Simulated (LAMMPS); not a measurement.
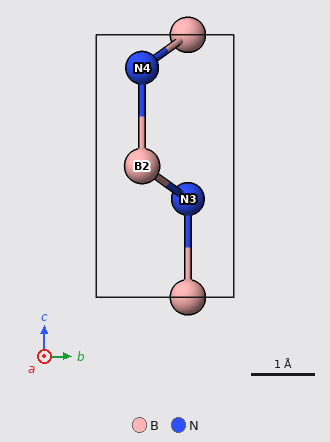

*The structure as given in the input (ball-and-stick view of the cell of the calculation, along the a axis; atoms are numbered from 1 in the order of the input).*

## Geometry relaxation, with input and output: BN

- system: BN (P6₃mc, 4 atoms in the cell)
- method: classical potential BNC.tersoff (style tersoff) (LAMMPS 22 Jul 2025 update 4)

The structure was built on a prototype by a generator. The geometry comes from this level: r2SCAN.

Input file:
```
units metal
boundary p p p
atom_style atomic
read_data data.lmp
pair_style tersoff
pair_coeff * * BNC.tersoff B N
thermo_style custom step pe press pxx pyy pzz pyz pxz pxy vol fmax
thermo_modify format float %.8f
dump 1 all custom 10 dump.lmp id type x y z fx fy fz
dump_modify 1 sort id format float %.8f
thermo 10
fix 1 all box/relax tri 0.0 vmax 0.001
min_style cg
minimize 0.0 1.0e-6 400 4000
minimize 0.0 1.0e-6 400 4000
unfix 1
undump 1
write_dump all custom end.lmp id type x y z modify sort id format float %.8f
run 0
```

File data.lmp:
```
crystal

4 atoms
2 atom types

0.0 2.54395000 xlo xhi
0.0 2.20312532 ylo yhi
0.0 4.20781533 zlo zhi
-1.27197500 -0.00000000 -0.00000000 xy xz yz

Masses

1 10.8100
2 14.0070

Atoms

1 1 -0.00000000 1.46875022 0.00085614
2 1 1.27197500 0.73437511 2.10476381
3 2 -0.00000000 1.46875022 1.57707461
4 2 1.27197500 0.73437511 3.68098227
```

Hardware: 1 thread of Arm Neoverse V1, 24 GiB of memory available, shared host.

Run as:
```bash
lmp -in in.lmp -log none -nocite
```

The program's output:
```
using 1 OpenMP thread(s) per MPI task
Reading data file ...
  triclinic box = (0 0 0) to (2.54395 2.2031253 4.2078153) with tilt (-1.271975 -0 -0)
WARNING: Triclinic box skew is large. LAMMPS will run inefficiently. (src/src/domain.cpp:221)
  1 by 1 by 1 MPI processor grid
  reading atoms ...
  4 atoms
  read_data CPU = 0.001 seconds
Neighbor list info ...
  max neighbors/atom: 2000, page size: 100000
  master list distance cutoff = 4.1
  ghost atom cutoff = 4.1
  binsize = 2.05, bins = 2 2 3
  1 neighbor lists, perpetual/occasional/extra = 1 0 0
  (1) pair tersoff, perpetual
      attributes: full, newton on
      pair build: full/bin/atomonly
      stencil: full/bin/3d
      bin: standard
Setting up cg style minimization ...
  Unit style    : metal
  Current step  : 0
WARNING: Energy due to 6 extra global DOFs will be included in minimizer energies
 (src/src/min.cpp:222)
Per MPI rank memory allocation (min/avg/max) = 4.2 | 4.2 | 4.2 Mbytes
   Step         PotEng         Press           Pxx            Pyy            Pzz            Pyz            Pxz            Pxy           Volume          Fmax
         0  -30.80495560 -384238.91638947 -347669.72033908 -347669.68616107 -457377.34266827 0.00000000 0.00000000 -0.00000000 23.58329288 0.19649606
        10  -30.93339747 -302978.72881864 -272876.87692499 -272901.02059774 -363158.28893319 0.00000000 -0.00000000 15271.99481587 22.99607884 0.15127078
        20  -31.02692844 -212115.71426367 -190164.94292933 -190223.38355006 -255958.81631163 0.00000000 0.00000000 28406.05602119 22.42333822 0.13058697
        30  -31.08434085 -111071.95681527 -98992.09945806 -99014.15962825 -135209.61135952 0.00000000 -0.00000000 35405.97555182 21.86490883 0.14981835
        40  -31.10542859 -5295.16585485 -3565.56122016 -3502.78839062 -8817.14795376 -0.00000000 -0.00000000 16805.97029863 21.34835611 0.04343502
        50  -31.10635755 -20.27198517 -25.94213689 -25.43352907 -9.44028955 -0.00000000 -0.00000000 -19.64328492 21.32460709 0.00019508
        57  -31.10635755 0.01015520 0.01433374 0.00997615 0.00615572 -0.00000000 0.00000000 0.02478097 21.32451434 0.00000035
Loop time of 0.00111645 on 1 procs for 57 steps with 4 atoms

100.1% CPU use with 1 MPI tasks x 1 OpenMP threads

Minimization stats:
  Stopping criterion = force tolerance
  Energy initial, next-to-last, final =
     -30.8049555963501   -31.106357550288   -31.106357550288
  Force two-norm initial, final = 9.8923083 8.686654e-07
  Force max component initial, final = 6.7323817 3.9217231e-07
  Final line search alpha, max atom move = 1 3.9217231e-07
  Iterations, force evaluations = 57 69

MPI task timing breakdown:
Section |  min time  |  avg time  |  max time  |%varavg| %total
---------------------------------------------------------------
Pair    | 0.00051259 | 0.00051259 | 0.00051259 |   0.0 | 45.91
Neigh   | 0          | 0          | 0          |   0.0 |  0.00
Comm    | 7.158e-05  | 7.158e-05  | 7.158e-05  |   0.0 |  6.41
Output  | 0.00011869 | 0.00011869 | 0.00011869 |   0.0 | 10.63
Modify  | 0          | 0          | 0          |   0.0 |  0.00
Other   |            | 0.0004136  |            |       | 37.05

Nlocal:              4 ave           4 max           4 min
Histogram: 1 0 0 0 0 0 0 0 0 0
Nghost:            271 ave         271 max         271 min
Histogram: 1 0 0 0 0 0 0 0 0 0
Neighs:              0 ave           0 max           0 min
Histogram: 1 0 0 0 0 0 0 0 0 0
FullNghs:          188 ave         188 max         188 min
Histogram: 1 0 0 0 0 0 0 0 0 0

Total # of neighbors = 188
Ave neighs/atom = 47
Neighbor list builds = 0
Dangerous builds = 0
Setting up cg style minimization ...
  Unit style    : metal
  Current step  : 57
WARNING: Energy due to 6 extra global DOFs will be included in minimizer energies
 (src/src/min.cpp:222)
Per MPI rank memory allocation (min/avg/max) = 5.459 | 5.459 | 5.459 Mbytes
   Step         PotEng         Press           Pxx            Pyy            Pzz            Pyz            Pxz            Pxy           Volume          Fmax
        57  -31.10635755 0.01015520 0.01433374 0.00997615 0.00615571 -0.00000000 0.00000000 0.02478097 21.32451434 0.00000035
        58  -31.10635755 -0.00627680 -0.01828416 -0.02271960 0.02217337 -0.00000000 0.00000000 -0.00307130 21.32451442 0.00000008
Loop time of 7.1359e-05 on 1 procs for 1 steps with 4 atoms

99.5% CPU use with 1 MPI tasks x 1 OpenMP threads

Minimization stats:
  Stopping criterion = force tolerance
  Energy initial, next-to-last, final =
      -31.106357550288   -31.106357550288   -31.106357550288
  Force two-norm initial, final = 8.6138245e-07 5.3738386e-07
  Force max component initial, final = 3.8085216e-07 3.0239143e-07
  Final line search alpha, max atom move = 1 3.0239143e-07
  Iterations, force evaluations = 1 2

MPI task timing breakdown:
Section |  min time  |  avg time  |  max time  |%varavg| %total
---------------------------------------------------------------
Pair    | 2.5379e-05 | 2.5379e-05 | 2.5379e-05 |   0.0 | 35.57
Neigh   | 0          | 0          | 0          |   0.0 |  0.00
Comm    | 4.038e-06  | 4.038e-06  | 4.038e-06  |   0.0 |  5.66
Output  | 0          | 0          | 0          |   0.0 |  0.00
Modify  | 0          | 0          | 0          |   0.0 |  0.00
Other   |            | 4.194e-05  |            |       | 58.78

Nlocal:              4 ave           4 max           4 min
Histogram: 1 0 0 0 0 0 0 0 0 0
Nghost:            321 ave         321 max         321 min
Histogram: 1 0 0 0 0 0 0 0 0 0
Neighs:              0 ave           0 max           0 min
Histogram: 1 0 0 0 0 0 0 0 0 0
FullNghs:          196 ave         196 max         196 min
Histogram: 1 0 0 0 0 0 0 0 0 0

Total # of neighbors = 196
Ave neighs/atom = 49
Neighbor list builds = 0
Dangerous builds = 0
WARNING: No fixes with time integration, atoms won't move
Setting up Verlet run ...
  Unit style    : metal
  Current step  : 58
  Time step     : 0.001
Per MPI rank memory allocation (min/avg/max) = 3.084 | 3.084 | 3.084 Mbytes
   Step         PotEng         Press           Pxx            Pyy            Pzz            Pyz            Pxz            Pxy           Volume          Fmax
        58  -31.10635755 -0.00627679 -0.01828416 -0.02271960 0.02217338 0.00000000 0.00000000 -0.00307130 21.32451442 0.00000008
Loop time of 1.501e-06 on 1 procs for 0 steps with 4 atoms

133.2% CPU use with 1 MPI tasks x 1 OpenMP threads

MPI task timing breakdown:
Section |  min time  |  avg time  |  max time  |%varavg| %total
---------------------------------------------------------------
Pair    | 0          | 0          | 0          |   0.0 |  0.00
Neigh   | 0          | 0          | 0          |   0.0 |  0.00
Comm    | 0          | 0          | 0          |   0.0 |  0.00
Output  | 0          | 0          | 0          |   0.0 |  0.00
Modify  | 0          | 0          | 0          |   0.0 |  0.00
Other   |            | 1.501e-06  |            |       |100.00

Nlocal:              4 ave           4 max           4 min
Histogram: 1 0 0 0 0 0 0 0 0 0
Nghost:            321 ave         321 max         321 min
Histogram: 1 0 0 0 0 0 0 0 0 0
Neighs:              0 ave           0 max           0 min
Histogram: 1 0 0 0 0 0 0 0 0 0
FullNghs:          196 ave         196 max         196 min
Histogram: 1 0 0 0 0 0 0 0 0 0

Total # of neighbors = 196
Ave neighs/atom = 49
Neighbor list builds = 0
Dangerous builds = 0
```

Trajectory as extended XYZ (Å, eV, eV/Å), 8 frames, from step=0 to step=58:
```
4
Lattice="2.5440 0.0000 0.0000 -1.2720 2.2031 0.0000 0.0000 0.0000 4.2078" Properties=species:S:1:pos:R:3:forces:R:3 step=0 energy=-30.80496 pressure_GPa=-38.42
B     0.0000    1.4688    0.0009    0.0000   0.0000   0.1965
B     1.2720    0.7344    2.1048    0.0000   0.0000   0.1965
N     0.0000    1.4688    1.5771    0.0000   0.0000  -0.1965
N     1.2720    0.7344    3.6810    0.0000   0.0000  -0.1965
4
Lattice="2.5247 0.0000 0.0000 -1.2715 2.1865 0.0000 0.0000 0.0000 4.1657" Properties=species:S:1:pos:R:3:forces:R:3 step=10 energy=-30.93340 pressure_GPa=-30.30
B     0.0036    1.4660    0.0222    0.0716   0.0006   0.1513
B     1.2689    0.7371    2.1050   -0.0716  -0.0006   0.1513
N     0.0036    1.4660    1.5821    0.0716   0.0006  -0.1513
N     1.2689    0.7371    3.6649   -0.0716  -0.0006  -0.1513
4
Lattice="2.5058 0.0000 0.0000 -1.2694 2.1701 0.0000 0.0000 0.0000 4.1237" Properties=species:S:1:pos:R:3:forces:R:3 step=20 energy=-31.02693 pressure_GPa=-21.21
B     0.0083    1.4632    0.0435    0.1306   0.0019   0.0902
B     1.2662    0.7399    2.1053   -0.1306  -0.0019   0.0902
N     0.0083    1.4632    1.5871    0.1306   0.0019  -0.0902
N     1.2662    0.7399    3.6489   -0.1306  -0.0019  -0.0902
4
Lattice="2.4871 0.0000 0.0000 -1.2646 2.1539 0.0000 0.0000 0.0000 4.0816" Properties=species:S:1:pos:R:3:forces:R:3 step=30 energy=-31.08434 pressure_GPa=-11.11
B     0.0152    1.4606    0.0647    0.1498   0.0023   0.0153
B     1.2642    0.7426    2.1055   -0.1498  -0.0023   0.0153
N     0.0152    1.4606    1.5921    0.1498   0.0023  -0.0153
N     1.2642    0.7426    3.6329   -0.1498  -0.0023  -0.0153
4
Lattice="2.4699 0.0000 0.0000 -1.2498 2.1390 0.0000 0.0000 0.0000 4.0408" Properties=species:S:1:pos:R:3:forces:R:3 step=40 energy=-31.10543 pressure_GPa=-0.53
B     0.0290    1.4581    0.0847    0.0096  -0.0005  -0.0434
B     1.2651    0.7450    2.1051   -0.0096   0.0005  -0.0434
N     0.0290    1.4581    1.5976    0.0096  -0.0005   0.0434
N     1.2651    0.7450    3.6180   -0.0096   0.0005   0.0434
4
Lattice="2.4705 0.0000 0.0000 -1.2353 2.1395 0.0000 0.0000 0.0000 4.0343" Properties=species:S:1:pos:R:3:forces:R:3 step=50 energy=-31.10636 pressure_GPa=-0.00
B     0.0367    1.4582    0.0867   -0.0002   0.0000   0.0000
B     1.2720    0.7450    2.1039    0.0002   0.0000   0.0000
N     0.0367    1.4582    1.5996   -0.0002   0.0000   0.0000
N     1.2720    0.7450    3.6168    0.0002   0.0000   0.0000
4
Lattice="2.4705 0.0000 0.0000 -1.2353 2.1395 0.0000 0.0000 0.0000 4.0343" Properties=species:S:1:pos:R:3:forces:R:3 step=57 energy=-31.10636 pressure_GPa=0.00
B     0.0367    1.4582    0.0867    0.0000   0.0000   0.0000
B     1.2720    0.7450    2.1039    0.0000   0.0000   0.0000
N     0.0367    1.4582    1.5996    0.0000   0.0000   0.0000
N     1.2720    0.7450    3.6168    0.0000   0.0000   0.0000
4
Lattice="2.4705 0.0000 0.0000 -1.2353 2.1395 0.0000 0.0000 0.0000 4.0343" Properties=species:S:1:pos:R:3:forces:R:3 step=58 energy=-31.10636 pressure_GPa=-0.00
B     0.0367    1.4582    4.1211    0.0000   0.0000   0.0000
B     1.2720    0.7450    2.1039    0.0000   0.0000   0.0000
N     0.0367    1.4582    1.5996    0.0000   0.0000   0.0000
N     1.2720    0.7450    3.6168    0.0000   0.0000   0.0000
```

Results in brief:

```tsv
quantity	value
outcome	converged
space group (tolerance 0.01 Å)	P6₃mc (186)
potential energy	−31.1064 eV
pressure	0.00 GPa
final volume	21.32 Å³
final cell	a = 2.471 Å, b = 2.471 Å, c = 4.034 Å, α = 90.00°, β = 90.00°, γ = 120.00°
peak memory	0.029 GiB
```
